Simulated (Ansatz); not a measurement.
Input file:

```
crystal:
  lattice:
    - [5.6987999821, 1.899599994, -4.8488731948]
    - [-1.899599994, 5.6987999821, 4.8488731948]
    - [1.899599994, -5.6987999821, 4.8488731948]
  atoms:
    - { symbol: Ti, position: [0.2020505569, 0.4022452139, 0.8021243586] }
    - { symbol: Ti, position: [0.5900216125, 0.2004018316, 0.3915731305] }
    - { symbol: Ti, position: [0.4115231998, 0.8032532428, 0.6112700305] }
    - { symbol: Ti, position: [0.7965430294, 0.5999602618, 0.1990118307] }
    - { symbol: Ti, position: [0.0925087149, 0.4317579796, 0.1317444489] }
    - { symbol: Ti, position: [0.2881654018, 0.8605969234, 0.951212033] }
    - { symbol: Ti, position: [0.7110769534, 0.6635797066, 0.5714404441] }
    - { symbol: Ti, position: [0.500390656, 0.2495543268, 0.748849306] }
    - { symbol: Ti, position: [0.9089507863, 0.042486585, 0.3397818615] }
    - { symbol: O, position: [0.1009834023, 0.6710552212, 0.3626687629] }
    - { symbol: O, position: [0.3147229449, 0.0605176724, 0.1555692268], spin: 0.167 }
    - { symbol: O, position: [0.6873116856, 0.8422262443, 0.7465027469], spin: 0.167 }
    - { symbol: O, position: [0.5008320064, 0.4581377219, 0.9554601633] }
    - { symbol: O, position: [0.8997737563, 0.2617912233, 0.5673447937] }
    - { symbol: O, position: [0.4138835356, 0.0137672792, 0.8155108524] }
    - { symbol: O, position: [0.5882802826, 0.4028324879, 0.6000708551] }
    - { symbol: O, position: [-0.0029623549, 0.2483400599, 0.2464707743], spin: 0.167 }
    - { symbol: O, position: [0.7760353721, 0.7999210274, 0.403185999] }
    - { symbol: O, position: [0.2204757254, 0.6263846042, 0.0203992169] }
    - { symbol: O, position: [0.0873030533, 0.2519057549, 0.9298015616], spin: 0.167 }
    - { symbol: O, position: [0.2894932082, 0.6328596029, 0.7269875811] }
    - { symbol: O, position: [0.7098416899, 0.4380597808, 0.3422916259] }
    - { symbol: O, position: [0.501009479, 0.0419898565, 0.5414868706] }
    - { symbol: O, position: [0.9222397758, 0.8450971104, 0.1684843167], spin: 0.167 }
    - { symbol: O, position: [1.0020961993, 0.7605841597, 0.7541820178], spin: 0.167 }
    - { symbol: O, position: [0.1988570589, 0.1869564426, 0.5965250871] }
    - { symbol: O, position: [0.6155570858, 0.9920071244, 0.1902450041] }
    - { symbol: O, position: [0.3845283451, 0.5769760618, 0.3774543418] }
    - { symbol: O, position: [0.80178616, 0.3981255738, 0.9887318447] }
  host:
    lattice:
      - [-1.899599994, 1.899599994, 4.8488731948]
      - [1.899599994, -1.899599994, 4.8488731948]
      - [1.899599994, 1.899599994, -4.8488731948]
    atoms:
      - { symbol: Ti, position: [0.0, 0.0, 0.0] }
      - { symbol: Ti, position: [0.75, 0.25, 0.5] }
      - { symbol: O, position: [0.9564814581, 0.4564814581, 0.5] }
      - { symbol: O, position: [0.2064814581, 0.2064814581, 0.0] }
      - { symbol: O, position: [0.5435185419, 0.0435185419, 0.5] }
      - { symbol: O, position: [0.7935185419, 0.7935185419, 0.0] }
total_charge: -1
basis:
  ecutwfc: 420
  xc_grid: 2
kpoints:
  mp_grid: { grid: [2, 2, 2], shift: [0.5, 0.5, 0.5] }
hamiltonian:
  xc: pbe
scf:
  occupations: { method: gaussian, width: 0.02 }
  lower_state_search: "off"
output:
  forces: true
  stress: false
  eigenvalues: true
  populations: true
  charged_corrections:
    defect_position: [0.0, 0.0, 0.0]
    epsilon: [[79.0574, 0.0, 0.0], [0.0, 79.0574, 0.0], [0.0, 0.0, 32.9094]]
  write_density: true
  write_potential: true
  elf: true
  volumetric_format: npy
magnetization:
  spin_polarized: true
relax:
  adjacent_minimum: "off"
  f_tol: 0.03
  max_steps: 40
```

Run with:

```sh
ansatz run input.yaml --threads 8 --pin off --max-ram 16384MiB --backend cpu --events-out ev --progress --plain --runs-dir out
```

The fields are those of the relaxed geometry.

Spin-polarised.

The calculation used Ansatz, DFT PBE, scalar-relativistic, plane waves, PAW.

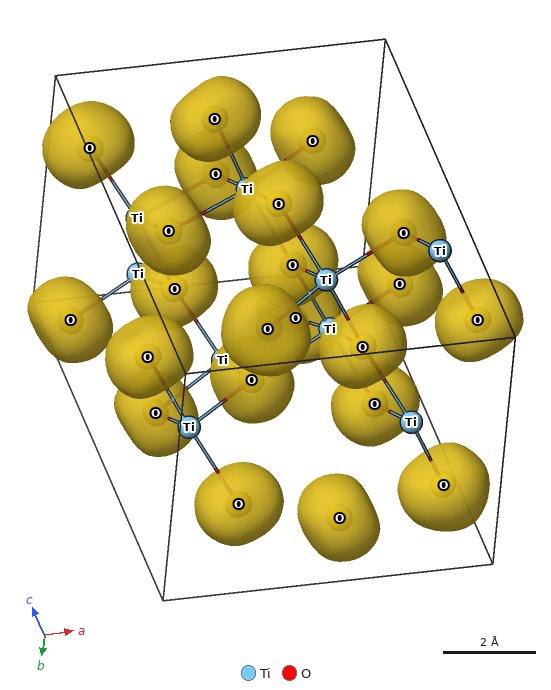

Ti₉O₂₀ (cell charge −1, with a compensating background) (cell with a defect). Isosurface of the electron localisation function at 0.6 (yellow), seen at an oblique angle. Only the valence region is drawn (cores and ρ < 0.01 e/Å³ removed). Sticks mark near contacts.

### Describe the localisation domains.

At this value the surface marks out 20 regions wrapped around O (the valence shell of each), counted in one cell of 29 atoms. Any copies at cell faces, edges or corners count once.

Values along the shortest contacts:
Ti–O (1.83 Å): the ELF peaks at about 0.80 in the valence shell of O, 0.6 Å from its nucleus, and is about 0.25 at the midpoint: no localised pair shows between them. Ti–O (1.90 Å): the ELF peaks at about 0.85 in the valence shell of O, 0.6 Å from its nucleus, and is about 0.25 at the midpoint (no shared electron pair shows on this line).

### Does the calculation give a band gap?

It is metallic or semimetallic at this level of theory: no gap opens.
